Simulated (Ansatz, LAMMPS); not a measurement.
# Forces and charges in glassy 72SiO2-17Al2O3-6BaO-6ZnO (mol %) (116 atoms), part 2 of 2

What does DFT give for glassy 72SiO2-17Al2O3-6BaO-6ZnO (mol %) (116 atoms) as built?

Ansatz 0.2.0; Kohn-Sham DFT, PBE, PAW (set soft_2), plane waves.

The cell: 26 Si, 12 Al, 2 Ba, 2 Zn and 74 O. The quench rate of 50 K/ps far exceeds what a furnace or splat quench reaches. The network of bonds at the start is that of the classical potential that made the cell. Only the Γ point is sampled, in a cell whose shortest periodic width is 11 Å. The levels lack spin–orbit coupling.

So far. Step 3 (Plane-wave single point): Between -26 and -18 eV lie 105 more states.

### 3. Plane-wave single point (continued)

The levels nearest the highest filled one (over half full), pooled over k-points and spins:

```
level less the highest filled one (eV)  occupation
                                -0.776           2
                                -0.582           2
                                -0.532           2
                                -0.407           2
                                -0.278           2
                                     0           2
                                  2.72           0
                                  3.48           0
                                  3.73           0
                                  3.85           0
                                  4.03           0
                                  4.20           0
```

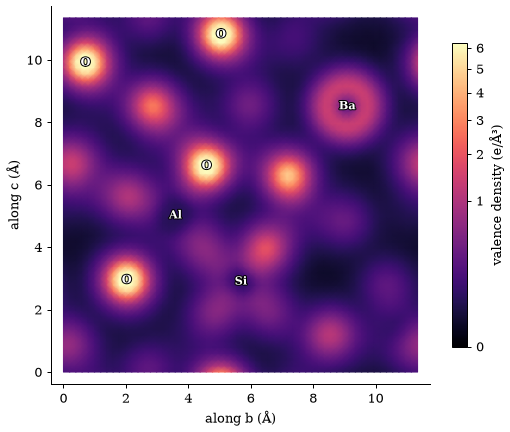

Valence density in the bc plane at fractional x = 0.526, with atoms of Si and Al and Ba and O within 0.2 Å of it. It is the smooth field of the valence electrons, not physical close to the nuclei. The colour scale is stretched toward low values.

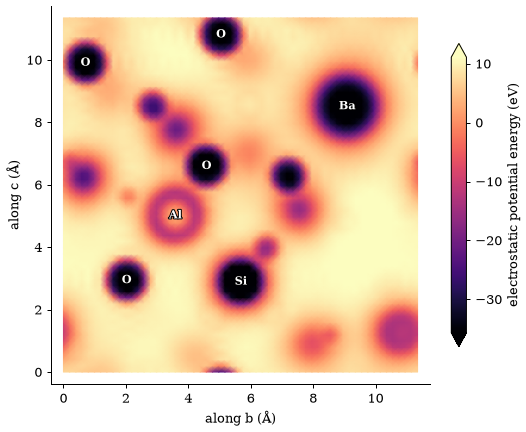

Electrostatic potential energy in the bc plane at fractional x = 0.526, with atoms of Si and Al and Ba and O within 0.2 Å of it. With pseudopotentials it is smooth inside the atoms' cores, unlike the true potential.

Mean Löwdin charges: Al +1.36, Ba +1.88, O -0.83, Si +1.75, Zn +1.49 e (they miss 1.2 % of the electrons, so they add up to more than the cell's charge).

### 4. Distances and neighbours

These statistics describe the geometry on which the runs were made.

Density 3.01 g/cm³, 12.59 Å³ an atom.

Pair distribution functions g(r), in bins of 0.2 Å:

```
r (Å)  total   O-O   O-Si  O-Al  O-Ba  O-Zn  Si-Si
 1.40   0.04  0.00   0.14  0.00  0.00  0.00   0.00
 1.60   3.13  0.00  10.29  1.42  0.00  0.00   0.00
 1.80   1.45  0.00   1.50  7.58  0.00  1.11   0.00
 2.00   0.20  0.00   0.00  0.85  0.00  3.89   0.00
 2.20   0.04  0.00   0.00  0.00  0.00  1.67   0.00
 2.40   0.19  0.42   0.00  0.00  0.00  0.67   0.00
 2.60   1.49  3.45   0.00  0.39  0.55  0.61   0.00
 2.80   1.18  2.46   0.11  0.25  1.55  0.51   0.42
 3.00   0.91  1.00   0.33  0.57  1.73  0.43   2.65
 3.20   1.21  1.29   0.62  0.78  1.16  0.38   2.73
 3.40   0.84  0.57   1.19  0.62  0.70  1.05   0.29
 3.60   0.91  0.77   1.19  1.23  0.92  0.60   0.26
 3.80   1.07  0.60   1.50  1.54  1.35  1.09   0.60
 4.00   1.09  0.56   1.72  1.52  1.48  1.01   0.85
 4.20   1.25  0.55   1.92  1.90  1.11  1.79   2.04
 4.40   1.04  0.71   1.17  1.66  0.99  1.01   1.33
 4.60   0.96  1.12   0.83  0.59  1.09  1.50   1.29
 4.80   0.99  1.42   0.62  0.63  0.85  1.02   0.82
 5.00   1.00  1.48   0.58  0.57  1.42  0.63   1.18
 5.20   1.02  1.41   0.64  0.58  1.44  0.73   1.15
 5.40   1.04  1.23   0.82  0.78  1.35  0.81   0.65
 5.60   1.01  0.97   1.07  1.09  0.76  0.75   0.72
```

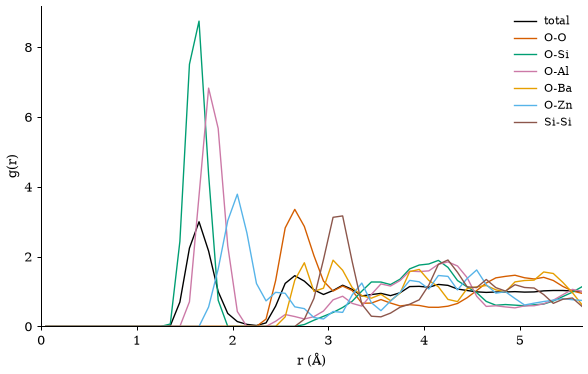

Pair distribution functions, lightly smoothed.

Local excerpt of 13 atoms (numbers count through the whole input) about Si9, picked at random; x, y, z are measured from there.

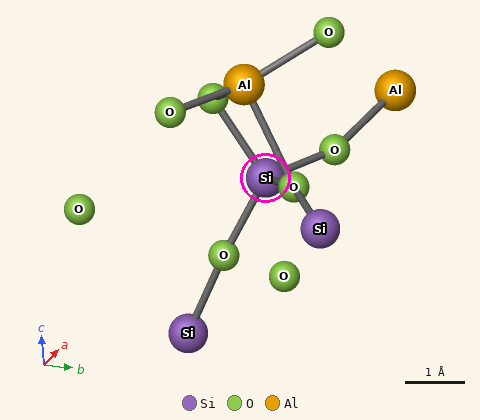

The atoms of the table, within 3.7 Å (arrows a, b, c point along x, y, z); some may hide others; the central atom is ringed.

```
atom      x      y      z  distance (Å)  Löwdin charge (e)     Fx     Fy  Fz (eV/Å)
 Si9   0.00   0.00   0.00          0.00               1.77   2.19  -2.23      -1.07
 O57   0.04   1.34   0.70          1.51              -0.83  -0.21   3.87       1.39
 O43  -1.24  -0.28  -0.93          1.58              -0.76  -0.07  -0.76       0.53
 O63   0.40  -1.09   1.17          1.65              -0.90   0.34  -0.63       0.73
O103   1.53  -0.26  -0.90          1.80              -0.78  -0.93   0.07       0.98
Al29   2.12  -1.36   0.61          2.59               1.35  -1.52   1.11      -1.18
Si23  -2.55  -0.40  -1.83          3.16               1.75  -2.50   0.96      -0.68
Al34   0.07   2.57   1.97          3.23               1.34  -0.62   0.07      -0.69
 O80   3.20  -0.21   1.26          3.45              -0.89   0.29  -0.54       2.10
 Si7   2.63  -0.38  -2.20          3.45               1.73   1.75  -2.12       2.67
O113  -0.52  -3.33  -0.81          3.47              -0.83  -1.38   0.84      -0.01
O105   2.17  -2.83  -0.14          3.57              -0.83   1.09  -0.98      -0.21
O115  -3.17   1.83  -0.17          3.67              -0.84   0.88   1.75      -2.08
```

### 5. Summary of results

| Quantity | Value |
| --- | --- |
| free energy per atom | -720.9183 eV/atom |
| pressure | 4.342 GPa |
| r.m.s. force component | 1.331 eV/Å |
| gap (highest filled to lowest empty level) | 2.724 eV |
| wall time of the 1 DFT run | 9.2 s |

What this shows: Filled and empty levels are parted by 2.72 eV (at Γ alone); a semilocal functional tends to put such gaps too low. In a disordered cell it changes from sample to sample, and tail or defect levels can set it.

What to keep in mind: The force components of 1.3 eV/Å r.m.s. come partly from thermal motion and partly from the difference between the classical potential and DFT. The pressure of 4.3 GPa is that of one thermal frame, in which the classical model's bond lengths enter as well as the volume, without the kinetic term.

[Logs are printed without paths, hosts, clocks, repeated set-up lines and the standing remarks that a program may print on its own settings, such as how far it seeks lower states.]

[Hosts, paths, dates, database ids (printed as entryN), source tags and the programs' standing remarks are cut or masked in the printed files.]
